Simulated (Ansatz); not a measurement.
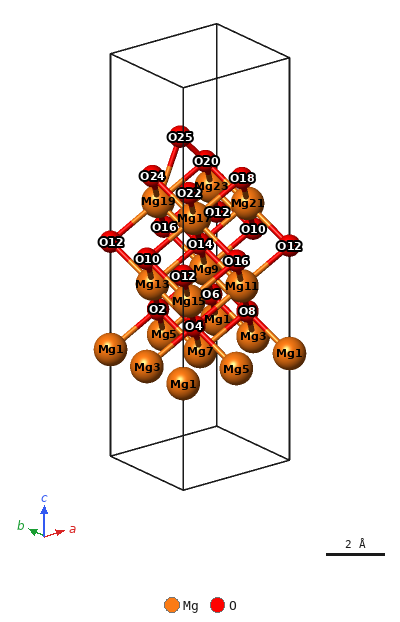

*The structure as given in the input (ball-and-stick view of the cell of the calculation, with the vacuum cut short, seen slightly off an axis; atoms are numbered from 1 in the order of the input). An atom can appear more than once, as a periodic image.*

# Geometry relaxation, with input and output: Mg$_{12}$O$_{13}$ (part 1 of 3)

- system: Mg$_{12}$O$_{13}$ (slab, 25 atoms in the cell)
- method: DFT PBE, scalar-relativistic, plane waves, PAW, PAW set soft_1, spin-polarised (Ansatz 0.2.0)

The structure derives from an entry of the Crystallography Open Database. The input holds or restrains some coordinates. Forces given for the steps count only the free coordinates. It belongs to a series of runs on one base structure; here: start relaxed. Figures and captions count atoms from 1; the log counts them from 0 in places.

**Input file**
```yaml
accuracy: low
crystal:
  lattice:
    - [6.286604, 0.0, 0.0]
    - [3.143302, 5.444358, 0.0]
    - [0.0, 0.0, 17.416238]
  atoms:
    - { symbol: Mg, position: [0.0, 0.0, 0.0574177] }
    - { symbol: O, position: [0.3333333, 0.8333333, 0.1310988] }
    - { symbol: Mg, position: [0.0, 0.5, 0.0574177] }
    - { symbol: O, position: [0.3333333, 0.3333333, 0.1310988] }
    - { symbol: Mg, position: [0.5, 0.0, 0.0574177] }
    - { symbol: O, position: [0.8333333, 0.8333333, 0.1310988] }
    - { symbol: Mg, position: [0.5, 0.5, 0.0574177] }
    - { symbol: O, position: [0.8333333, 0.3333333, 0.1310988] }
    - { symbol: Mg, position: [0.6666667, 0.6666667, 0.2047799] }
    - { symbol: O, position: [1.0, 0.5, 0.278461] }
    - { symbol: Mg, position: [0.6666667, 0.1666667, 0.2047799] }
    - { symbol: O, position: [1.0, 0.0, 0.278461] }
    - { symbol: Mg, position: [0.1666667, 0.6666667, 0.2047799] }
    - { symbol: O, position: [0.5, 0.5, 0.278461] }
    - { symbol: Mg, position: [0.1666667, 0.1666667, 0.2047799] }
    - { symbol: O, position: [0.5, 0.0, 0.278461] }
    - { symbol: Mg, position: [0.3333333, 0.3333333, 0.3521421] }
    - { symbol: O, position: [0.6666667, 0.1666667, 0.4258232] }
    - { symbol: Mg, position: [0.3333333, 0.8333333, 0.3521421] }
    - { symbol: O, position: [0.6666667, 0.6666667, 0.4258232] }
    - { symbol: Mg, position: [0.8333333, 0.3333333, 0.3521421] }
    - { symbol: O, position: [0.1666667, 0.1666667, 0.4258232] }
    - { symbol: Mg, position: [0.8333333, 0.8333333, 0.3521421] }
    - { symbol: O, position: [0.1666667, 0.6666667, 0.4258232] }
    - { symbol: O, position: [0.4901205, 0.7591211, 0.48037], spin: 1.0 }
magnetization:
  spin_polarized: true
basis:
  ecutwfc: 420.0
kpoints:
  mp_grid: { grid: [2, 2, 1] }
hamiltonian:
  xc: pbe
  pseudopotentials: { kind: paw, azcp: { folder: soft_1 } }
scf:
  occupations: { method: fermi_dirac, width: 0.05 }
  lower_state_search: "off"
relax:
  f_tol: 0.08
  max_steps: 25
  adjacent_minimum: "off"
  constraints: [{ sites: [0, 1, 2, 3, 4, 5, 6, 7] }]
```

Run on 4 threads of Arm Neoverse V1, 24 GiB of memory available, shared host.

Launched with:
```bash
ansatz run input.yaml --threads 4 --pin off --max-ram 10240MiB --backend cpu --events-out ev --progress --plain --runs-dir out
```

**What the program printed**
```
Engine: ansatz 0.2.0, aarch64-unknown-linux-gnu
Pseudopotentials: kind: paw
Pseudopotential: Mg, paw, valence charge 10, recommended cutoff 420 eV (normal), [file]
Pseudopotential: O, paw, valence charge 6, recommended cutoff 420 eV (normal), [file]
Functional definition: PBE
  parameter kappa = 0.804
  parameter beta = 0.06672455060314922
  exchange = pbe_x(kappa = kappa, mu = beta*pi^2/3)
  correlation = pbe_c(beta = beta)
Crystal: 25 atoms, lattice volume = 596.097 Å³
Basis set: ecut = 420 eV, 11663 PW (Γ), exchange–correlation on 90×90×240 points (8 copies of the dense FFT grid, shifted against one another)
Bands: 125, of which v1, the nominal top of the filled ones, is band 99 counted from 1 (98 counted from 0)
Symmetry: 1 space group operations
Space group: P1 (ITA 1), of the structure as read, at distance tolerance 8.4e-5 Å
Magnetic group: BNS 1.1 (UNI 1), of the structure as read, at distance tolerance 8.4e-5 Å
k-points: 4
Non-local potential: Mg, projectors of the file, l = 0: 3, l = 1: 2, l = 2: 1
Non-local potential: O, projectors of the file, l = 0: 2, l = 1: 2, l = 2: 1
PAW form: soft (Blöchl's): semilocal exchange-correlation on the pseudo side does not see the compensation charge
PAW one-centre angular grid: Mg, 110 points (default); XC on 64 Gauss nodes
PAW one-centre angular grid: O, 110 points (default); XC on 64 Gauss nodes
Initial density: superposition of atomic densities (neutral atoms: chi_scale 0, normalization atom)
Starting moments: Σ|m| = 1 μB on 1 of 25 sites
Initial wavefunctions: pseudopotential atomic-orbital guess
Functional: x = pbe(κ = 0.804, μ = 0.2195149727645171), c = pbe(β = 0.06672455060314922)
SCF iter   1: F=—  HF=-30501.467410 eV  |F-HF|=—  |Δ(HF+E_count)|=         —  Δρ=6.00e-2 (↑5.62e-2 ↓6.00e-2)  dr2=2.20e2  dr2_m=5.90e-1  M=0.127 μB ∫|m|=0.231 μB  β_m=0.30  ethr=3.10e-3  ⟨swp⟩=7.8  Hψ=4234  notcnv=0  defer=93
preconditioner: auto → Resta (q_TF=auto, 2.270 Å⁻¹)  ε∞=2.1  [insulator: Δε(μ)=0.127 eV  Ē_g=14.440 eV  σ=0.050 eV  W_gap=0.56  n_scr=108 (ndim 8)  ℏωp=15.2 eV  f_vac=0.446  D(μ)=4.10/eV (n_scr^D=6)  ε∞_Penn≈2.1  vacuum switching on, ρ_ref=1.5e-2 e/Å³]
spin=Collinear: Resta preconditioning applied to the charge; magnetization (m = ρ↑ − ρ↓) channel mixes plain (no charge-response kernel on spin).
SCF iter   2: F=—  HF=-30518.802019 eV  |F-HF|=—  |Δ(HF+E_count)|=    1.73e1  Δρ=9.27e-2 (↑9.27e-2 ↓8.84e-2)  dr2=1.71e3  dr2_m=3.14e-1  M=0.195 μB ∫|m|=0.478 μB  β_m=0.30  ethr=3.10e-3  ⟨swp⟩=6.0  Hψ=2205  notcnv=0  defer=150
preconditioner: auto → LDOS  [metal: Δε(μ)=0.045 eV  Ē_g=9.347 eV  σ=0.050 eV  W_gap=0.22  n_scr=108 (ndim 8)  ℏωp=13.9 eV  f_vac=0.459  D(μ)=21.28/eV (n_scr^D=176)]
spin=Collinear: LDOS preconditioning applied to the charge; magnetization (m = ρ↑ − ρ↓) channel mixes plain (no charge-response kernel on spin).
SCF iter   3: F=—  HF=-30480.316238 eV  |F-HF|=—  |Δ(HF+E_count)|=    3.85e1  Δρ=3.76e-2 (↑3.76e-2 ↓3.75e-2)  dr2=5.57e1  dr2_m=3.56e-2  M=0.500 μB ∫|m|=0.563 μB  β_m=0.30  ethr=3.10e-3  ⟨swp⟩=4.5  Hψ=1891  notcnv=0  defer=80
SCF iter   4: F=—  HF=-30473.948817 eV  |F-HF|=—  |Δ(HF+E_count)|=    6.37e0  Δρ=2.31e-2 (↑1.65e-2 ↓2.31e-2)  dr2=1.08e1  dr2_m=5.09e-1  M=1.357 μB ∫|m|=1.490 μB  β_m=1.00  ethr=3.10e-3  ⟨swp⟩=2.5  Hψ=1587  notcnv=0  defer=154
SCF iter   5: F=—  HF=-30473.523585 eV  |F-HF|=—  |Δ(HF+E_count)|=   4.25e-1  Δρ=1.69e-2 (↑1.68e-2 ↓1.69e-2)  dr2=7.59e0  dr2_m=1.04e-1  M=1.756 μB ∫|m|=1.929 μB  β_m=1.00  ethr=3.10e-3  ⟨swp⟩=3.0  Hψ=1266  notcnv=0  defer=121
SCF iter   6: F=—  HF=-30473.155182 eV  |F-HF|=—  |Δ(HF+E_count)|=   3.68e-1  Δρ=1.05e-2 (↑1.05e-2 ↓9.79e-3)  dr2=3.22e0  dr2_m=2.14e-2  M=1.845 μB ∫|m|=2.131 μB  β_m=0.30  ethr=3.10e-3  ⟨swp⟩=2.0  Hψ=961  notcnv=0  defer=121
Mixer restart at iter 6: flushing history
spin-set hold released at iteration 6 (site moments contracting): the magnetisation degrees of freedom join the quasi-Newton model from the next iteration; the mixer history was flushed
SCF iter   7: F=—  HF=-30473.075834 eV  |F-HF|=—  |Δ(HF+E_count)|=   7.93e-2  Δρ=8.60e-3 (↑8.60e-3 ↓5.95e-3)  dr2=1.54e0  dr2_m=3.19e-2  M=1.857 μB ∫|m|=2.174 μB  β_m=0.53  ethr=1.63e-3  ⟨swp⟩=2.6  Hψ=1185  notcnv=0  defer=112
SCF iter   8: F=—  HF=-30473.142823 eV  |F-HF|=—  |Δ(HF+E_count)|=   6.70e-2  Δρ=6.15e-3 (↑5.43e-3 ↓6.15e-3)  dr2=4.73e-1  dr2_m=9.92e-2  M=1.872 μB ∫|m|=2.301 μB  β_m=0.76  ethr=7.79e-4  ⟨swp⟩=2.4  Hψ=1268  notcnv=0  defer=112
SCF iter   9: F=—  HF=-30473.190528 eV  |F-HF|=—  |Δ(HF+E_count)|=   4.77e-2  Δρ=4.13e-3 (↑4.13e-3 ↓3.73e-3)  dr2=2.21e-1  dr2_m=4.71e-2  M=1.985 μB ∫|m|=2.494 μB  β_m=0.73  ethr=2.39e-4  ⟨swp⟩=2.8  Hψ=1259  notcnv=0  defer=117
SCF iter  10: F=—  HF=-30473.241009 eV  |F-HF|=—  |Δ(HF+E_count)|=   5.05e-2  Δρ=2.87e-3 (↑2.87e-3 ↓2.23e-3)  dr2=8.85e-2  dr2_m=1.44e-2  M=2.100 μB ∫|m|=2.783 μB  β_m=0.77  ethr=1.12e-4  ⟨swp⟩=2.5  Hψ=1361  notcnv=0  defer=117
SCF iter  11: F=—  HF=-30473.244758 eV  |F-HF|=—  |Δ(HF+E_count)|=   3.75e-3  Δρ=2.27e-3 (↑2.27e-3 ↓1.88e-3)  dr2=6.12e-2  dr2_m=1.00e-2  M=2.071 μB ∫|m|=2.862 μB  β_m=0.75  ethr=4.47e-5  ⟨swp⟩=2.1  Hψ=1556  notcnv=0  defer=128
SCF iter  12: F=—  HF=-30473.245534 eV  |F-HF|=—  |Δ(HF+E_count)|=   7.75e-4  Δρ=1.68e-3 (↑1.68e-3 ↓1.21e-3)  dr2=3.99e-2  dr2_m=6.07e-3  M=2.025 μB ∫|m|=2.910 μB  β_m=0.88  ethr=3.09e-5  ⟨swp⟩=2.0  Hψ=1338  notcnv=0  defer=128
SCF iter  13: F=—  HF=-30473.253264 eV  |F-HF|=—  |Δ(HF+E_count)|=   7.73e-3  Δρ=1.53e-3 (↑1.53e-3 ↓1.43e-3)  dr2=4.31e-2  dr2_m=4.18e-3  M=1.965 μB ∫|m|=2.976 μB  β_m=0.89  ethr=2.02e-5  ⟨swp⟩=2.0  Hψ=1273  notcnv=0  defer=128
SCF iter  14: F=—  HF=-30473.254908 eV  |F-HF|=—  |Δ(HF+E_count)|=   1.64e-3  Δρ=1.41e-3 (↑1.28e-3 ↓1.41e-3)  dr2=3.32e-2  dr2_m=3.02e-3  M=1.913 μB ∫|m|=3.018 μB  β_m=0.80  ethr=2.02e-5  ⟨swp⟩=2.0  Hψ=1453  notcnv=0  defer=125
SCF iter  15: F=—  HF=-30473.252376 eV  |F-HF|=—  |Δ(HF+E_count)|=   2.53e-3  Δρ=1.08e-3 (↑9.40e-4 ↓1.08e-3)  dr2=8.05e-3  dr2_m=4.08e-3  M=1.877 μB ∫|m|=3.014 μB  β_m=0.90  ethr=1.68e-5  ⟨swp⟩=2.0  Hψ=1307  notcnv=0  defer=125
SCF iter  16: F=—  HF=-30473.256551 eV  |F-HF|=—  |Δ(HF+E_count)|=   4.17e-3  Δρ=1.27e-3 (↑8.52e-4 ↓1.27e-3)  dr2=1.00e-2  dr2_m=4.74e-3  M=1.821 μB ∫|m|=2.965 μB  β_m=0.90  ethr=4.06e-6  ⟨swp⟩=2.2  Hψ=1276  notcnv=0  defer=125
SCF iter  17: F=—  HF=-30473.260592 eV  |F-HF|=—  |Δ(HF+E_count)|=   4.04e-3  Δρ=1.55e-3 (↑1.12e-3 ↓1.55e-3)  dr2=1.44e-2  dr2_m=7.36e-3  M=1.710 μB ∫|m|=2.965 μB  β_m=0.95  ethr=4.06e-6  ⟨swp⟩=2.1  Hψ=1230  notcnv=0  defer=125
SCF iter  18: F=—  HF=-30473.266289 eV  |F-HF|=—  |Δ(HF+E_count)|=   5.70e-3  Δρ=1.78e-3 (↑1.40e-3 ↓1.78e-3)  dr2=2.11e-2  dr2_m=1.03e-2  M=1.600 μB ∫|m|=2.991 μB  β_m=0.97  ethr=4.06e-6  ⟨swp⟩=2.1  Hψ=1237  notcnv=0  defer=125
SCF iter  19: F=—  HF=-30473.265194 eV  |F-HF|=—  |Δ(HF+E_count)|=   1.10e-3  Δρ=1.64e-3 (↑1.37e-3 ↓1.64e-3)  dr2=1.61e-2  dr2_m=9.69e-3  M=1.611 μB ∫|m|=2.992 μB  β_m=0.48  ethr=4.06e-6  ⟨swp⟩=2.0  Hψ=1120  notcnv=0  defer=125
SCF iter  20: F=—  HF=-30473.268505 eV  |F-HF|=—  |Δ(HF+E_count)|=   3.31e-3  Δρ=1.58e-3 (↑1.29e-3 ↓1.58e-3)  dr2=1.32e-2  dr2_m=9.05e-3  M=1.572 μB ∫|m|=2.999 μB  β_m=0.99  ethr=4.06e-6  ⟨swp⟩=2.0  Hψ=1232  notcnv=0  defer=125
SCF iter  21: F=—  HF=-30473.268377 eV  |F-HF|=—  |Δ(HF+E_count)|=   1.28e-4  Δρ=1.49e-3 (↑1.46e-3 ↓1.49e-3)  dr2=1.01e-2  dr2_m=9.28e-3  M=1.593 μB ∫|m|=2.982 μB  β_m=0.43  ethr=4.06e-6  ⟨swp⟩=2.0  Hψ=1238  notcnv=0  defer=125
SCF iter  22: F=—  HF=-30473.270108 eV  |F-HF|=—  |Δ(HF+E_count)|=   1.73e-3  Δρ=1.33e-3 (↑1.23e-3 ↓1.33e-3)  dr2=3.68e-3  dr2_m=7.98e-3  M=1.566 μB ∫|m|=2.989 μB  β_m=0.35  ethr=4.06e-6  ⟨swp⟩=2.0  Hψ=1291  notcnv=0  defer=125
SCF iter  23: F=—  HF=-30473.275332 eV  |F-HF|=—  |Δ(HF+E_count)|=   5.22e-3  Δρ=8.97e-4 (↑8.97e-4 ↓8.71e-4)  dr2=1.44e-3  dr2_m=3.80e-3  M=1.525 μB ∫|m|=3.005 μB  β_m=0.97  ethr=1.86e-6  ⟨swp⟩=3.0  Hψ=1269  notcnv=0  defer=125
SCF iter  24: F=—  HF=-30473.278697 eV  |F-HF|=—  |Δ(HF+E_count)|=   3.36e-3  Δρ=8.22e-4 (↑8.22e-4 ↓7.18e-4)  dr2=5.39e-3  dr2_m=2.35e-3  M=1.485 μB ∫|m|=3.022 μB  β_m=1.00  ethr=7.28e-7  ⟨swp⟩=3.4  Hψ=1733  notcnv=0  defer=125
SCF iter  25: F=—  HF=-30473.279552 eV  |F-HF|=—  |Δ(HF+E_count)|=   8.56e-4  Δρ=3.70e-4 (↑3.70e-4 ↓1.85e-4)  dr2=1.78e-3  dr2_m=1.92e-4  M=1.493 μB ∫|m|=3.013 μB  β_m=0.97  ethr=7.28e-7  ⟨swp⟩=2.8  Hψ=1385  notcnv=0  defer=125
SCF iter  26: F=—  HF=-30473.279380 eV  |F-HF|=—  |Δ(HF+E_count)|=   1.73e-4  Δρ=1.87e-4 (↑1.59e-4 ↓1.87e-4)  dr2=4.31e-4  dr2_m=9.25e-5  M=1.497 μB ∫|m|=3.009 μB  β_m=0.98  ethr=7.28e-7  ⟨swp⟩=2.0  Hψ=1264  notcnv=0  defer=125
SCF iter  27: F=—  HF=-30473.279458 eV  |F-HF|=—  |Δ(HF+E_count)|=   7.88e-5  Δρ=1.28e-4 (↑1.22e-4 ↓1.28e-4)  dr2=3.25e-4  dr2_m=7.09e-6  M=1.491 μB ∫|m|=3.012 μB  β_m=0.78  ethr=2.17e-7  ⟨swp⟩=2.0  Hψ=1274  notcnv=0  defer=125
iter 28 did not close the SCF: its close was put off for a magnetic moment that had not settled (scf_convergence_deferred on its scf_iter line)
[...]
  greatest PAW one-centre occupation: 1.000 electrons in one spin orbital (limit 2), on the Mg atom at site 8 (counted from 0), in its partial waves of l = 0
relax step   1: F+E_penalty+E_count = -30473.27940877 eV  Δ(F+E_penalty+E_count) = +0.000e0 eV  max|allowed force component| = 2.213e0 eV/Å  Δτ_max = 0.0000 Å  (29 SCF iters, dr2 threshold 1.00e-4 eV, accepted)
Initial density: handed on by an earlier stage of this run
Starting moments: Σ|m| = 1 μB on 1 of 25 sites; this step starts from the density that it was given
Initial wavefunctions: those handed on with the density
preconditioner: auto → LDOS  [metal: Δε(μ)=0.149 eV  Ē_g=12.018 eV  σ=0.050 eV  W_gap=0.48  n_scr=108 (ndim 8)  ℏωp=15.2 eV  f_vac=0.456  D(μ)=4.44/eV (n_scr^D=12)]
spin=Collinear: LDOS preconditioning applied to the charge; magnetization (m = ρ↑ − ρ↓) channel mixes plain (no charge-response kernel on spin).
  greatest PAW one-centre occupation: 1.000 electrons in one spin orbital (limit 2), on the Mg atom at site 16 (counted from 0), in its partial waves of l = 0
relax step   2: F+E_penalty+E_count = -30474.77925092 eV  Δ(F+E_penalty+E_count) = -1.500e0 eV  max|allowed force component| = 1.425e0 eV/Å  Δτ_max = 0.1945 Å  (13 SCF iters, dr2 threshold 1.00e-4 eV, accepted)
preconditioner: auto → LDOS  [metal: Δε(μ)=0.015 eV  Ē_g=12.376 eV  σ=0.050 eV  W_gap=0.08  n_scr=108 (ndim 8)  ℏωp=15.2 eV  f_vac=0.460  D(μ)=17.89/eV (n_scr^D=126)]
spin=Collinear: LDOS preconditioning applied to the charge; magnetization (m = ρ↑ − ρ↓) channel mixes plain (no charge-response kernel on spin).
  greatest PAW one-centre occupation: 1.000 electrons in one spin orbital (limit 2), on the Mg atom at site 18 (counted from 0), in its partial waves of l = 0
relax step   3: F+E_penalty+E_count = -30475.82869213 eV  Δ(F+E_penalty+E_count) = -1.049e0 eV  max|allowed force component| = 9.365e-1 eV/Å  Δτ_max = 0.1947 Å  (24 SCF iters, dr2 threshold 1.00e-4 eV, accepted)
preconditioner: auto → LDOS  [metal: Δε(μ)=0.023 eV  Ē_g=12.323 eV  σ=0.050 eV  W_gap=0.11  n_scr=108 (ndim 8)  ℏωp=15.2 eV  f_vac=0.466  D(μ)=16.51/eV (n_scr^D=108)]
spin=Collinear: LDOS preconditioning applied to the charge; magnetization (m = ρ↑ − ρ↓) channel mixes plain (no charge-response kernel on spin).
relax step   4: F+E_penalty+E_count = -30476.18819077 eV  Δ(F+E_penalty+E_count) = -3.595e-1 eV  max|allowed force component| = 4.812e-1 eV/Å  Δτ_max = 0.1948 Å  (24 SCF iters, dr2 threshold 1.00e-4 eV, accepted)
preconditioner: auto → LDOS  [metal: Δε(μ)=0.066 eV  Ē_g=12.202 eV  σ=0.050 eV  W_gap=0.31  n_scr=108 (ndim 8)  ℏωp=15.2 eV  f_vac=0.467  D(μ)=11.94/eV (n_scr^D=64)]
spin=Collinear: LDOS preconditioning applied to the charge; magnetization (m = ρ↑ − ρ↓) channel mixes plain (no charge-response kernel on spin).
```
